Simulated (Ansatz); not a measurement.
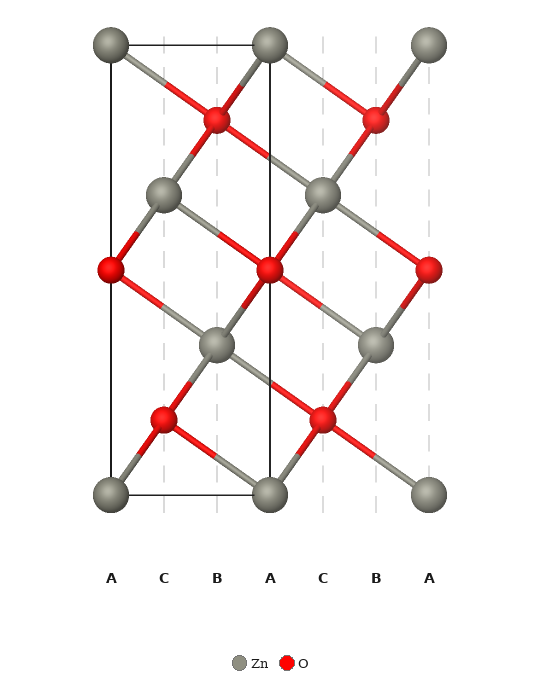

The picture looks along a close-packed row of the hexagonal mesh; [111] points upwards. The dashed lines mark the three columns A (0, 0), B (1/3, 2/3) and C (2/3, 1/3). The box is the hexagonal cell of the face-centred cubic lattice. The sequence starts with the first layer at or above the cell's origin.

System ZnO; source of the atomic positions: the input geometry of an electronic-structure calculation (not necessarily at equilibrium); the starting structure was generated, so it need not be a known form of this composition.

List the layers of one repeat.

Answer. Zn(A) – O(C) – Zn(B) – O(A) – Zn(C) – O(B) (six layers in 7.39 Å).

How are the O layers alone stacked?

Answer. O layers alone: CAB, the cubic close-packed type.

Which positions between or in the O layers do the other atoms fill?

Answer. Zn: three octahedral sites (per hexagonal cell).

Heights of the layers:

```
layer  atoms (column)  height (Å)  to next (Å)
    1           Zn(A)        0.00         1.23
    2            O(C)        1.23         1.23
    3           Zn(B)        2.46         1.23
    4            O(A)        3.70         1.23
    5           Zn(C)        4.93         1.23
    6            O(B)        6.16         1.23
```
